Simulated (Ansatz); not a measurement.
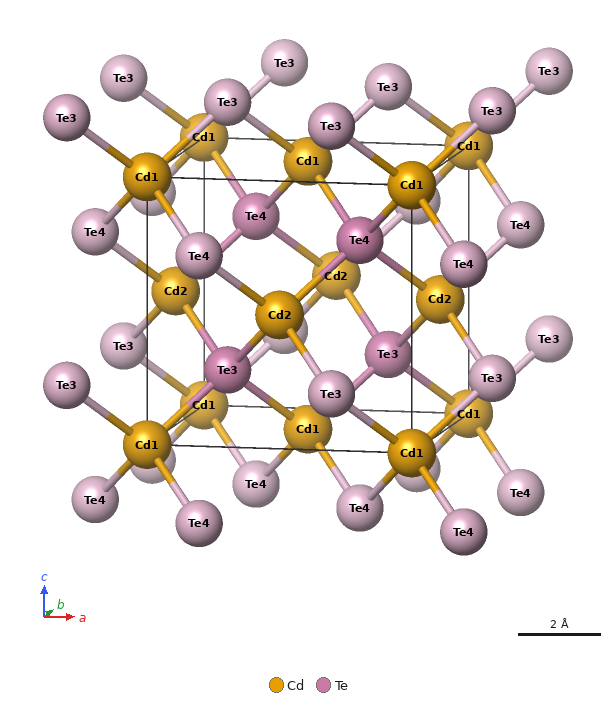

The input geometry of run A (ball-and-stick view of the cell 2 times as large as that of the calculation, set on its symmetry axes, seen slightly off an axis; neighbours outside the cell are drawn fainter; atoms are numbered from 1 in the order of the input). An atom can appear more than once, as a periodic image. Near neighbours in the periodic cell (some may lie outside the picture): Cd has 4 Te at 2.86 Å; Te has 4 Cd at 2.86 Å.

# Two runs on CdTe

System: CdTe (F-43m, 4 atoms in the cell).
Method of run A: DFT, PBE, all-electron LAPW, scalar-relativistic, no spin polarisation (Ansatz 0.2.0).

Text and figures count atoms from 1; the logs count them from 0 in places.

Input, run A:
```yaml
crystal:
  lattice:
    - [-3.3078829555, 3.3078829555, 0.0]
    - [0.0, 0.0, 6.6157659109]
    - [3.3078829555, 3.3078829555, 0.0]
  atoms:
    - { symbol: Cd, position: [0.0, 0.0, 0.0] }
    - { symbol: Cd, position: [0.5, 0.5, 0.5] }
    - { symbol: Te, position: [0.0, 0.25, 0.5] }
    - { symbol: Te, position: [0.5, 0.75, 0.0] }
kpoints:
  mp_grid: { grid: [6, 4, 6] }
scf:
  occupations: { method: fermi_dirac, width: 0.02 }
hamiltonian:
  xc: pbe
  pseudopotentials: { kind: all_electron, lapw: { basis_error: 0.001 } }
output:
  forces: true
  stress: true
  eigenvalues: true
```

Launched with:
```bash
ansatz run input.yaml --threads 2 --pin off --max-ram 4096MiB --backend cpu --events-out ev --progress --plain --runs-dir out
```

Hardware: 2 threads of Arm Neoverse V1, 24 GiB of memory available, shared host.

Output, shortened to warnings, some set-up lines, iterations and results (run A):
```
Basis set: ecut = 240.0705008690963 eV, 1229 PW (Γ), exchange–correlation at level 2
Symmetry: 16 space group operations
k-points: 30 of 144 (time reversal used)
Initial density: superposition of atomic densities (chi_scale 0.1, normalization cell, long waves kept (reshape's long-wave potential 0.00 eV rms))
[...]
SCF iter   1: F=—  HF=-674241.940063 eV  |F-HF|=—  |Δ(HF+E_count)|=         —  Δρ=1.95e-2  dr2=1.22e0  ethr=1.38e-3  ⟨swp⟩=2.0  Hψ=10215  notcnv=0
SCF iter   2: F=—  HF=-674241.515099 eV  |F-HF|=—  |Δ(HF+E_count)|=   4.25e-1  Δρ=9.38e-3  dr2=2.44e-1  ethr=1.38e-3  ⟨swp⟩=2.1  Hψ=4893  notcnv=0  defer=1
SCF iter   3: F=—  HF=-674241.475977 eV  |F-HF|=—  |Δ(HF+E_count)|=   3.91e-2  Δρ=5.04e-3  dr2=7.20e-2  ethr=2.77e-4  ⟨swp⟩=2.0  Hψ=4891  notcnv=0
SCF iter   4: F=—  HF=-674241.465047 eV  |F-HF|=—  |Δ(HF+E_count)|=   1.09e-2  Δρ=1.50e-3  dr2=4.84e-3  ethr=5.51e-6  ⟨swp⟩=2.0  Hψ=8140  notcnv=0
SCF iter   5: F=—  HF=-674241.467338 eV  |F-HF|=—  |Δ(HF+E_count)|=   2.29e-3  Δρ=3.02e-4  dr2=2.11e-4  ethr=5.50e-6  ⟨swp⟩=2.8  Hψ=4947  notcnv=0
SCF iter   6: F=—  HF=-674241.467665 eV  |F-HF|=—  |Δ(HF+E_count)|=   3.27e-4  Δρ=1.45e-4  dr2=6.76e-5  ethr=2.40e-7  ⟨swp⟩=3.0  Hψ=4809  notcnv=0
SCF iter   7: F=—  HF=-674241.467791 eV  |F-HF|=—  |Δ(HF+E_count)|=   1.25e-4  Δρ=5.95e-5  dr2=1.11e-5  ethr=7.69e-8  ⟨swp⟩=3.0  Hψ=4846  notcnv=0
SCF iter   8: F=—  HF=-674241.467829 eV  |F-HF|=—  |Δ(HF+E_count)|=   3.89e-5  Δρ=1.54e-5  dr2=7.94e-7  ethr=1.27e-8  ⟨swp⟩=3.0  Hψ=4943  notcnv=0
SCF iter   9: F=-674241.467831 eV  HF=-674241.467831 eV  |F-HF|=3.09e-8  |Δ(HF+E_count)|=   1.21e-6  Δρ=3.72e-6  dr2=3.23e-8  ethr=9.02e-10  ⟨swp⟩=3.0  Hψ=4906  notcnv=0
SCF 1 converged in 9 iterations: F = -674241.467831 eV  dr2 = 3.23e-8
SCF converged after 9 iterations
Free energy (F): -674241.467831 eV
Harris-Foulkes:  -674241.467831 eV  (|F-HF|=3.09e-8)
Internal energy: -674241.467831 eV  (E = F + TS)
E sigma→0 (E₀):  -674241.467831 eV
Fermi energy:    8.204108 eV
--- Per-component energies (eV) ---
  E_band       = -3347.600705
  E_kinetic    = 709463.584519
  E_xc         = -18001.551244
  E_electrostatic = -1365703.501106  (all electrons and nuclei)
  E_smearing   = -0.000000  (= −TS)
  E_closure    = 0.000000  (closes the sum)
  E_atoms      = -674231.864788  (free atoms, spherical and without spin; not in F)
  Σ components = -674241.467831   (vs F -674241.467831, Δ=0.00e0)
  Basis errors (estimates in eV, not in F): energy 4.4e-4 per atom: plane waves 4.0e-4 (2.3e-4 summed), levels above the bands 3.0e-143, relativity 7.4e-8, radial functions 3.2e-5, core shells 1.6e-7; eigenvalues (radial functions only) 1.0e-6; not estimated: angular momenta, meshes, grids; target …
--- Forces (eV/Å), atoms counted from 1 ---
  atom   1  Cd     0.00000000    -0.00000000    -0.00000000
  atom   2  Cd     0.00000000    -0.00000000    -0.00000000
  atom   3  Te     0.00000000    -0.00000000     0.00000000
  atom   4  Te     0.00000000     0.00000000     0.00000000
  max |Σ_I F_I| component: 6.94e-18 eV/Å
--- Stress (GPa, compression-positive) ---
        0.061199      -0.000000       0.000000
       -0.000000       0.061199       0.000000
        0.000000       0.000000       0.036801
  P = ⅓ Tr σ = 0.0531 GPa (0.531 kbar)
```

The input of run B differs as follows (lines with − go, lines with + come):
```diff
-  mp_grid: { grid: [6, 4, 6] }
+  mp_grid: { grid: [6, 4, 6], shift: [0.5, 0.5, 0.5] }
+  convergence: { dr2_threshold: 1.0e-08 }
```

How does run B compare with run A?

The free energy of run B is 2.1 meV per atom lower, which comes mainly from the change of mesh; a solver setting shouldn't move a converged energy. The SCF takes 10 iterations against 9. The irreducible k-points go from 30 to 12. On the same kind of shared host run B took about 0.45 times as long.

Output, shortened to warnings, some set-up lines, iterations and results (run B):
```
Basis set: ecut = 240.0705008690963 eV, 1229 PW (Γ), exchange–correlation at level 2
Symmetry: 16 space group operations
k-points: 12 of 144 (time reversal used)
Initial density: superposition of atomic densities (chi_scale 0.1, normalization cell, long waves kept (reshape's long-wave potential 0.00 eV rms))
[...]
SCF iter   1: F=—  HF=-674241.945242 eV  |F-HF|=—  |Δ(HF+E_count)|=         —  Δρ=1.95e-2  dr2=1.21e0  ethr=1.37e-3  ⟨swp⟩=2.0  Hψ=4082  notcnv=0
SCF iter   2: F=—  HF=-674241.522796 eV  |F-HF|=—  |Δ(HF+E_count)|=   4.22e-1  Δρ=9.34e-3  dr2=2.41e-1  ethr=1.37e-3  ⟨swp⟩=2.1  Hψ=1957  notcnv=0
SCF iter   3: F=—  HF=-674241.484163 eV  |F-HF|=—  |Δ(HF+E_count)|=   3.86e-2  Δρ=5.03e-3  dr2=7.14e-2  ethr=2.74e-4  ⟨swp⟩=2.0  Hψ=1956  notcnv=0
SCF iter   4: F=—  HF=-674241.473369 eV  |F-HF|=—  |Δ(HF+E_count)|=   1.08e-2  Δρ=1.49e-3  dr2=4.78e-3  ethr=5.43e-6  ⟨swp⟩=2.0  Hψ=3256  notcnv=0
SCF iter   5: F=—  HF=-674241.475628 eV  |F-HF|=—  |Δ(HF+E_count)|=   2.26e-3  Δρ=3.00e-4  dr2=2.08e-4  ethr=5.43e-6  ⟨swp⟩=3.0  Hψ=1981  notcnv=0
SCF iter   6: F=—  HF=-674241.475949 eV  |F-HF|=—  |Δ(HF+E_count)|=   3.21e-4  Δρ=1.43e-4  dr2=6.65e-5  ethr=2.36e-7  ⟨swp⟩=3.0  Hψ=1921  notcnv=0
SCF iter   7: F=—  HF=-674241.476071 eV  |F-HF|=—  |Δ(HF+E_count)|=   1.22e-4  Δρ=5.92e-5  dr2=1.10e-5  ethr=7.56e-8  ⟨swp⟩=3.0  Hψ=1938  notcnv=0
SCF iter   8: F=—  HF=-674241.476110 eV  |F-HF|=—  |Δ(HF+E_count)|=   3.83e-5  Δρ=1.53e-5  dr2=7.91e-7  ethr=1.25e-8  ⟨swp⟩=3.0  Hψ=1976  notcnv=0
SCF iter   9: F=—  HF=-674241.476111 eV  |F-HF|=—  |Δ(HF+E_count)|=   1.20e-6  Δρ=3.71e-6  dr2=3.21e-8  ethr=8.99e-10  ⟨swp⟩=3.0  Hψ=1967  notcnv=0
SCF iter  10: F=-674241.476111 eV  HF=-674241.476111 eV  |F-HF|=1.40e-9  |Δ(HF+E_count)|=   5.72e-8  Δρ=9.12e-7  dr2=2.33e-9  ethr=3.65e-11  ⟨swp⟩=3.0  Hψ=1988  notcnv=0
SCF 1 converged in 10 iterations: F = -674241.476111 eV  dr2 = 2.33e-9
SCF converged after 10 iterations
Free energy (F): -674241.476111 eV
Harris-Foulkes:  -674241.476111 eV  (|F-HF|=1.40e-9)
Internal energy: -674241.476111 eV  (E = F + TS)
E sigma→0 (E₀):  -674241.476111 eV
Fermi energy:    8.621027 eV
--- Per-component energies (eV) ---
  E_band       = -3347.802113
  E_kinetic    = 709463.544688
  E_xc         = -18001.530743
  E_electrostatic = -1365703.490055  (all electrons and nuclei)
  E_smearing   = -0.000000  (= −TS)
  E_closure    = 0.000000  (closes the sum)
  E_atoms      = -674231.864788  (free atoms, spherical and without spin; not in F)
  Σ components = -674241.476111   (vs F -674241.476111, Δ=0.00e0)
  Basis errors (estimates in eV, not in F): energy 4.4e-4 per atom: plane waves 4.1e-4 (2.4e-4 summed), levels above the bands 1.4e-155, relativity 7.3e-8, radial functions 3.2e-5, core shells 1.6e-7; eigenvalues (radial functions only) 9.4e-7; not estimated: angular momenta, meshes, grids; target …
--- Forces (eV/Å), atoms counted from 1 ---
  atom   1  Cd     0.00000000     0.00000000     0.00000000
  atom   2  Cd     0.00000000     0.00000000     0.00000000
  atom   3  Te    -0.00000000     0.00000000    -0.00000000
  atom   4  Te    -0.00000000     0.00000000    -0.00000000
  max |Σ_I F_I| component: 5.64e-18 eV/Å
--- Stress (GPa, compression-positive) ---
        0.038074      -0.000000       0.000000
       -0.000000       0.038074       0.000000
        0.000000       0.000000       0.064491
  P = ⅓ Tr σ = 0.0469 GPa (0.469 kbar)
```

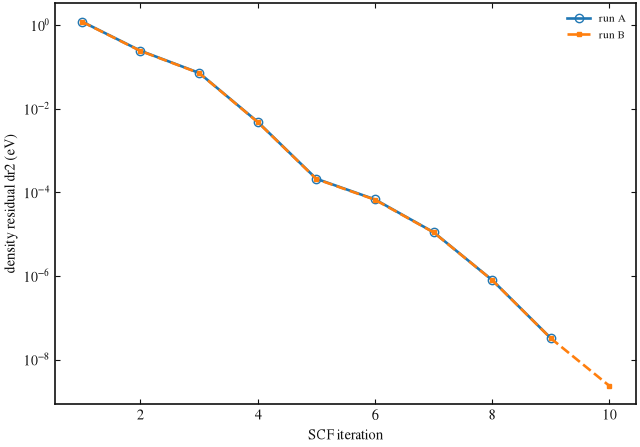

Convergence of the two runs: density residual dr2 against the SCF iteration. Run A takes 9 iterations in all, and run B takes 10.

The two runs side by side:

```csv
quantity,run A,run B
outcome,converged,converged
free energy per atom (eV),−168560.3670,−168560.3690
pressure (GPa),0.05,0.05
largest force (eV/Å),0.000,0.000
SCF iterations,9,10
irreducible k-points,30,12
plane waves at Γ,1229,1229
gap on the mesh (eV),–,1.59
wall time (shared host),53 s,24 s
```
